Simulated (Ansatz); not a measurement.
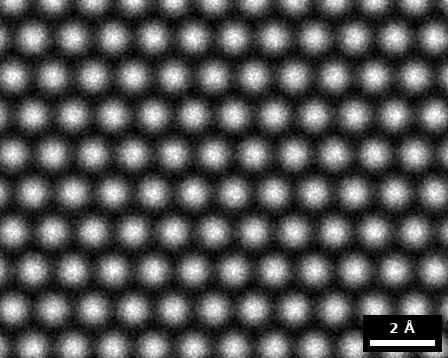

Z-contrast image of Ru. The image is simulated as a sum over atoms of Z^1.8, blurred by a 0.80 Å probe (no channelling). Shot noise was added.

> Give the net of the columns and its spacings.

The pattern repeats on a centred rectangular net of 1.3 × 2.4 Å.

> What is the plane group of the image?

c2mm: perpendicular mirror lines on a centred net, with further twofold points between them.

> How many columns does the smallest repeating cell hold, and how many levels of brightness?

1 column in the primitive cell of 1.5 Å², all of one brightness.

The crystal is Ru (P6/mmm, No. 191) seen along [201]. Structure: coordinates from a relaxation with Ansatz 0.2.0, DFT, LDA (PW92), plane waves (420 eV) with PAW, scalar-relativistic; the starting structure was generated, so it need not be a known form of this composition.
